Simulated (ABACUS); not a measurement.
# Cr: geometry relaxation (part 2 of 2)

The same run, continued: Cr (Im-3m, 1 atom in the cell); Kohn-Sham DFT of a periodic cell, TPSS, SG15 ONCV 1.2 PBE, spin-polarised (ABACUS 3.10.1); cutoff 1496.63 eV, 8×8×8 k-mesh, fermi-dirac of 0.05 eV, collinear spins. The structure derives from a Materials Project entry.

Geometry of the input (Å; fractional positions):
```
2.5711  0.0000  0.0000
-0.8570  2.4241  0.0000
-0.8570  -1.2120  2.0993
Cr 0.0000  0.0000  0.0000
```

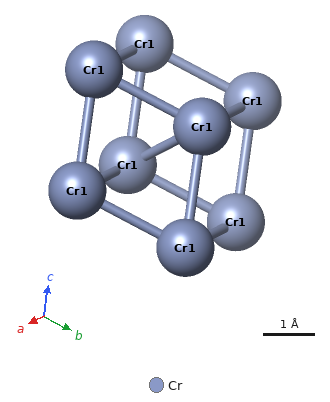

**Figure 1.** The geometry at step 2 of the log (ball-and-stick view of the cell of the calculation, seen slightly off an axis; atoms are numbered from 1 in the order of the input).

**What the program printed, continued**
```
----------------------------------------------------------

 PW ALGORITHM --------------- ION=   1  ELEC=   4--------------------------------
          total magnetism (Bohr mag/cell) = 0.00481617348511
       absolute magnetism (Bohr mag/cell) = 0.0339268761102
                        nelec for spin up = 7.00240808674
                      nelec for spin down = 6.99759191326

 Density error is 0.000942349107428
                          Error Threshold = 2.43470858581e-05
----------------------------------------------------------
     Energy           Rydberg                 eV
----------------------------------------------------------
 E_KohnSham     -167.4699472056      -2278.5455257559
 E_Harris       -167.3751493637      -2277.2557349468
 E_Fermi        1.4994355455         20.4008672019
----------------------------------------------------------

 PW ALGORITHM --------------- ION=   1  ELEC=   5--------------------------------
          total magnetism (Bohr mag/cell) = 0.00532018473744
       absolute magnetism (Bohr mag/cell) = 0.0155721102302
                        nelec for spin up = 7.00266009237
                      nelec for spin down = 6.99733990763

 Density error is 0.000304590366588
                          Error Threshold = 6.73106505306e-06
----------------------------------------------------------
     Energy           Rydberg                 eV
----------------------------------------------------------
 E_KohnSham     -167.4705327817      -2278.5534929265
 E_Harris       -167.5832625659      -2280.0872603268
 E_Fermi        1.5052748767         20.4803153791
----------------------------------------------------------

 PW ALGORITHM --------------- ION=   1  ELEC=   6--------------------------------
          total magnetism (Bohr mag/cell) = -0.00140283152261
       absolute magnetism (Bohr mag/cell) = 0.00423609955221
                        nelec for spin up = 6.99929858424
                      nelec for spin down = 7.00070141576

 Density error is 3.40498734188e-05
                          Error Threshold = 2.17564547563e-06
----------------------------------------------------------
     Energy           Rydberg                 eV
----------------------------------------------------------
 E_KohnSham     -167.4706570006      -2278.5551830120
 E_Harris       -167.5192274414      -2279.2160177614
 E_Fermi        1.5038478132         20.4608991850
----------------------------------------------------------

 PW ALGORITHM --------------- ION=   1  ELEC=   7--------------------------------
          total magnetism (Bohr mag/cell) = -0.000638586144123
       absolute magnetism (Bohr mag/cell) = 0.00449959942885
                        nelec for spin up = 6.99968070693
                      nelec for spin down = 7.00031929307

 Density error is 4.44764415347e-06
                          Error Threshold = 2.43213381563e-07
----------------------------------------------------------
     Energy           Rydberg                 eV
----------------------------------------------------------
 E_KohnSham     -167.4707448078      -2278.5563776895
 E_Harris       -167.4847190300      -2278.7465067369
 E_Fermi        1.5028923655         20.4478996516
----------------------------------------------------------

 PW ALGORITHM --------------- ION=   1  ELEC=   8--------------------------------
          total magnetism (Bohr mag/cell) = -9.0656974051e-05
       absolute magnetism (Bohr mag/cell) = 0.000925753809374
                        nelec for spin up = 6.99995467151
                      nelec for spin down = 7.00004532849

 Density error is 1.62488744036e-06
                          Error Threshold = 3.17688868105e-08
----------------------------------------------------------
     Energy           Rydberg                 eV
----------------------------------------------------------
 E_KohnSham     -167.4707502574      -2278.5564518360
 E_Harris       -167.4600592860      -2278.4109937077
 E_Fermi        1.5020472046         20.4364006480
----------------------------------------------------------

 PW ALGORITHM --------------- ION=   1  ELEC=   9--------------------------------
          total magnetism (Bohr mag/cell) = 7.34649108591e-05
       absolute magnetism (Bohr mag/cell) = 0.000316117647732
                        nelec for spin up = 7.00003673246
                      nelec for spin down = 6.99996326754

 Density error is 9.62417035584e-08
                          Error Threshold = 1.16063388597e-08
----------------------------------------------------------
     Energy           Rydberg                 eV
----------------------------------------------------------
 E_KohnSham     -167.4707507606      -2278.5564586822
 E_Harris       -167.4703015331      -2278.5503466281
 E_Fermi        1.5022678849         20.4394031572
----------------------------------------------------------

 PW ALGORITHM --------------- ION=   1  ELEC=  10--------------------------------
          total magnetism (Bohr mag/cell) = -0.000127110366056
       absolute magnetism (Bohr mag/cell) = 0.000382821959855
                        nelec for spin up = 6.99993644482
                      nelec for spin down = 7.00006355518

 Density error is 8.67076707614e-08
                          Error Threshold = 6.87440739703e-10
----------------------------------------------------------
     Energy           Rydberg                 eV
----------------------------------------------------------
 E_KohnSham     -167.4707510314      -2278.5564623665
 E_Harris       -167.4714445325      -2278.5658979323
 E_Fermi        1.5022905471         20.4397114914
----------------------------------------------------------

 PW ALGORITHM --------------- ION=   1  ELEC=  11--------------------------------
          total magnetism (Bohr mag/cell) = 3.61088127262e-05
       absolute magnetism (Bohr mag/cell) = 0.000176836834528
                        nelec for spin up = 7.00001805441
                      nelec for spin down = 6.99998194559

 Density error is 5.99719232032e-08
                          Error Threshold = 6.19340505439e-10
----------------------------------------------------------
     Energy           Rydberg                 eV
----------------------------------------------------------
 E_KohnSham     -167.4707510951      -2278.5564632328
 E_Harris       -167.4689418308      -2278.5318469296
 E_Fermi        1.5022234994         20.4387992612
----------------------------------------------------------

 PW ALGORITHM --------------- ION=   1  ELEC=  12--------------------------------
          total magnetism (Bohr mag/cell) = -7.17323390062e-07
       absolute magnetism (Bohr mag/cell) = 1.69118506143e-05
                        nelec for spin up = 6.99999964134
                      nelec for spin down = 7.00000035866

 Density error is 1.93851895302e-10
                          Error Threshold = 4.28370880023e-10
----------------------------------------------------------
     Energy           Rydberg                 eV
----------------------------------------------------------
 E_KohnSham     -167.4707511078      -2278.5564634056
 E_KS(sigma->0) -167.4707054199      -2278.5558417897
 E_Harris       -167.4706462180      -2278.5550363073
 E_band         -9.8003199770        -133.3401939108
 E_one_elec     -46.1825341206       -628.3456121203
 E_Hartree      30.6822181714        417.4529944103
 E_xc           -18.9604015144       -257.9694969630
 E_Ewald        -133.0099422684      -1809.6931055009
 E_entropy(-TS) -0.0000913758        -0.0012432318
 E_descf        0.0000000000         0.0000000000
 E_exx          0.0000000000         0.0000000000
 E_Fermi        1.5022685545         20.4394122669
----------------------------------------------------------

 charge density convergence is achieved
 final etot is -2278.5564634 eV
 EFERMI = 20.439412267 eV

 STATE ENERGY(eV) AND OCCUPATIONS    NSPIN == 2
SPIN UP :
 1/8 kpoint (Cartesian) = 0.0000 0.0000 0.0000 (1505 pws)
       1       -52.0030     0.00195312
       2       -22.6036     0.00195312
       3       -22.6036     0.00195312
       4       -22.6036     0.00195312
       5        12.6209     0.00195312
       6        19.6292     0.00195312
       7        19.6292     0.00195312
       8        19.6292     0.00195312
       9        21.8562    9.65540e-16
      10        21.8562    9.65540e-16
      11        43.3370        0.00000
      12        43.3370        0.00000
      13        43.3370        0.00000

 2/8 kpoint (Cartesian) = -0.050862 0.035965 0.0000 (1497 pws)
       1       -51.9718      0.0234375
       2       -22.7471      0.0234375
       3       -22.6480      0.0234375
       4       -22.6045      0.0234375
       5        13.2929      0.0234375
       6        19.3695      0.0234375
       7        19.5619      0.0234375
       8        20.0992      0.0234116
       9        21.6063    1.71419e-12
      10        21.8795    7.26374e-15
      11        41.5517        0.00000
      12        42.8717        0.00000
      13        43.6935        0.00000

 3/8 kpoint (Cartesian) = -0.10172 0.071930 0.0000 (1505 pws)
       1       -51.8959      0.0234375
       2       -23.0862      0.0234375
       3       -22.7543      0.0234375
       4       -22.6067      0.0234375
       5        14.9340      0.0234375
       6        18.7830      0.0234375
       7        19.3178      0.0234375
       8        21.3407    3.48122e-10
       9        21.4908    1.72714e-11
      10        21.9757    1.06150e-15
      11        37.5302        0.00000
      12        40.8245        0.00000
      13        44.3875        0.00000

 4/8 kpoint (Cartesian) = -0.15259 0.10790 0.0000 (1502 pws)
       1       -51.8193      0.0234375
       2       -23.4160      0.0234375
       3       -22.8590      0.0234375
       4       -22.6090      0.0234375
       5        15.9963      0.0234375
       6        18.2447      0.0234375
       7        20.2199      0.0231504
       8        21.7424    1.12791e-13
       9        22.1337    4.50091e-17
      10        22.7939    8.29558e-23
      11        33.0475        0.00000
      12        38.7107        0.00000
      13        43.4816        0.00000

 5/8 kpoint (Cartesian) = 0.20345 0.28772 0.24917 (1508 pws)
       1       -51.7873      0.0117188
       2       -23.5500      0.0117188
       3       -22.9019      0.0117188
       4       -22.6100      0.0117188
       5        16.0375      0.0117188
       6        18.0338      0.0117188
       7        21.6451    3.94825e-13
       8        21.8248    1.08503e-14
       9        22.2198    4.02250e-18
      10        23.4879    3.88845e-29
      11        30.6729        0.00000
      12        37.8831        0.00000
      13        42.1872        0.00000

 6/8 kpoint (Cartesian) = -0.10172 0.017983 0.031147 (1507 pws)
       1       -51.9182      0.0468750
       2       -22.9787      0.0468750
       3       -22.7010      0.0468750
       4       -22.6380      0.0468750
       5        14.4906      0.0468750
       6        19.0739      0.0468750
       7        19.1380      0.0468750
       8        21.0709    1.53385e-07
       9        21.3320    8.28458e-10
      10        22.0372    6.20046e-16
      11        39.4121        0.00000
      12        40.5825        0.00000
      13        44.5594        0.00000

[... levels at 10 further k points ...]

------------------------------------------------------------------------------------------
 TOTAL-FORCE (eV/Angstrom)
------------------------------------------------------------------------------------------
                       Cr1         0.0000000000         0.0000000000         0.0000000000
------------------------------------------------------------------------------------------

----------------------------------------------------------------
 TOTAL-STRESS (KBAR)
----------------------------------------------------------------
        -0.8201277234         0.0000000001         0.0000000001
         0.0000000001        -0.8201277233         0.0000000001
         0.0000000001         0.0000000001        -0.8201277231
----------------------------------------------------------------
 TOTAL-PRESSURE: -0.820128 KBAR

 --------------------------------------------
 !FINAL_ETOT_IS -2278.5564634056095201 eV
 --------------------------------------------
```

**File opt.log**
```
      Step          Energy          fmax
BFGS:    0    -2278.412293        2.299768
BFGS:    1    -2278.543160        0.710034
BFGS:    2    -2278.555989        0.136647
BFGS:    3    -2278.556463        0.005849
```

**Standard output**
```
ABACUS v3.10.1

               Atomic-orbital Based Ab-initio Computation at UStc

 dft_functional readin is: MGGA_X_TPSS+MGGA_C_TPSS
 dft_functional in pseudopot file is: PBE
 Please make sure this is what you need

%%%%%%%%%%%%%%%%%%%%%%%%%%%%%%%%%%%%%%%%%%%%%%%%%%%%%%%%%%%%%%%%%%%%%%%%%%%%%%%%%%%%%%%%%%%%%%%%%%%%%%%%%
 Warning: the number of valence electrons in pseudopotential > 6 for Cr: [Ar] 3d5 4s1
 Pseudopotentials with additional electrons can yield (more) accurate outcomes, but may be less efficient.
 If you're confident that your chosen pseudopotential is appropriate, you can safely ignore this warning.
%%%%%%%%%%%%%%%%%%%%%%%%%%%%%%%%%%%%%%%%%%%%%%%%%%%%%%%%%%%%%%%%%%%%%%%%%%%%%%%%%%%%%%%%%%%%%%%%%%%%%%%%%

 UNIFORM GRID DIM        : 32 * 32 * 32
 UNIFORM GRID DIM(BIG)   : 32 * 32 * 32
func,idMGGA_X_TPSS 202
func,idMGGA_C_TPSS 231
 ---------------------------------------------------------
 Self-consistent calculations for electrons
 ---------------------------------------------------------
 SPIN    KPOINTS         PROCESSORS  THREADS
 2       58              4           4
 ---------------------------------------------------------
 Use plane wave basis
 ---------------------------------------------------------
 ELEMENT NATOM       XC
 Cr      1
 ---------------------------------------------------------
 Initial plane wave basis and FFT box
 ---------------------------------------------------------
 -------------------------------------------
 SELF-CONSISTENT :
 -------------------------------------------
 START CHARGE      : atomic
 ITER      TMAG       AMAG        ETOT/eV          EDIFF/eV         DRHO         DKIN     TIME/s
 DA1      1.19e+00   1.19e+00  -2.27647434e+03   0.00000000e+00   1.8526e-01   1.2958e+00   1.88
 DA2      1.65e-01   2.33e-01  -2.27808724e+03  -1.61289384e+00   2.1474e-02   9.0224e-01   0.88
 DA3      3.99e-02   8.68e-02  -2.27839434e+03  -3.07101864e-01   3.4086e-03   5.3961e-01   0.93
 DA4      4.82e-03   3.39e-02  -2.27854553e+03  -1.51186123e-01   9.4235e-04   7.0917e-02   0.87
 DA5      5.32e-03   1.56e-02  -2.27855349e+03  -7.96717066e-03   3.0459e-04   7.7253e-02   1.00
 DA6     -1.40e-03   4.24e-03  -2.27855518e+03  -1.69008551e-03   3.4050e-05   5.8813e-02   0.94
 DA7     -6.39e-04   4.50e-03  -2.27855638e+03  -1.19467748e-03   4.4476e-06   9.4422e-03   0.84
 DA8     -9.07e-05   9.26e-04  -2.27855645e+03  -7.41465255e-05   1.6249e-06   3.0530e-03   1.01
 DA9      7.35e-05   3.16e-04  -2.27855646e+03  -6.84611499e-06   9.6242e-08   2.5707e-03   0.88
 DA10    -1.27e-04   3.83e-04  -2.27855646e+03  -3.68430664e-06   8.6708e-08   2.2019e-04   0.97
 DA11     3.61e-05   1.77e-04  -2.27855646e+03  -8.66306125e-07   5.9972e-08   2.0417e-04   0.96
 DA12    -7.17e-07   1.69e-05  -2.27855646e+03  -1.72833925e-07   1.9385e-10   1.4713e-04   0.81
----------------------------------------------------------------
 TOTAL-STRESS (KBAR)
----------------------------------------------------------------
        -0.8201277234         0.0000000001         0.0000000001
         0.0000000001        -0.8201277233         0.0000000001
         0.0000000001         0.0000000001        -0.8201277231
----------------------------------------------------------------
 TOTAL-PRESSURE: -0.820128 KBAR
```

**Trajectory as extended XYZ (Å, eV, eV/Å), 4 frames, from step=0 to step=3**
```
1
Lattice="2.5711 0.0000 0.0000 -0.8570 2.4241 0.0000 -0.8570 -1.2120 2.0993" Properties=species:S:1:pos:R:3:forces:R:3 step=0 energy=-2278.41229 pressure_GPa=-28.16
Cr    0.0000    0.0000    0.0000    0.0000   0.0000   0.0000
1
Lattice="2.4880 0.0000 0.0000 -0.8293 2.3457 0.0000 -0.8293 -1.1729 2.0315" Properties=species:S:1:pos:R:3:forces:R:3 step=1 energy=-2278.54316 pressure_GPa=-9.59
Cr    0.0000    0.0000    0.0000    0.0000   0.0000   0.0000
1
Lattice="2.4518 0.0000 0.0000 -0.8173 2.3116 0.0000 -0.8173 -1.1558 2.0019" Properties=species:S:1:pos:R:3:forces:R:3 step=2 energy=-2278.55599 pressure_GPa=1.93
Cr    0.0000    0.0000    0.0000    0.0000   0.0000   0.0000
1
Lattice="2.4576 0.0000 0.0000 -0.8192 2.3171 0.0000 -0.8192 -1.1585 2.0066" Properties=species:S:1:pos:R:3:forces:R:3 step=3 energy=-2278.55646 pressure_GPa=-0.08
Cr    0.0000    0.0000    0.0000    0.0000   0.0000   0.0000
```

**Summary**

| quantity | value |
| --- | --- |
| outcome | converged |
| space group (tolerance 0.01 Å) | Im-3m (229) |
| electrons treated | 14 |
| free energy | −2278.5565 eV |
| Fermi energy | 20.439 eV |
| gap on the k-point mesh | none (metallic) |
| net moment of the cell | 0.00 μB |
| integrated absolute moment | 0.00 μB |
| pressure | −0.08 GPa |
| final volume | 11.43 Å³ |
| largest force (length of the vector) at the end | under 0.001 eV/Å |
| final cell | a = 2.458 Å, b = 2.458 Å, c = 2.458 Å, α = 109.47°, β = 109.47°, γ = 109.47° |
| hardware | 4 threads of Intel Xeon (Sapphire Rapids), 16 GiB of memory available, shared host |
| wall time | 73 s (CPU time 4.8 min) |
| peak memory | 0.36 GiB |
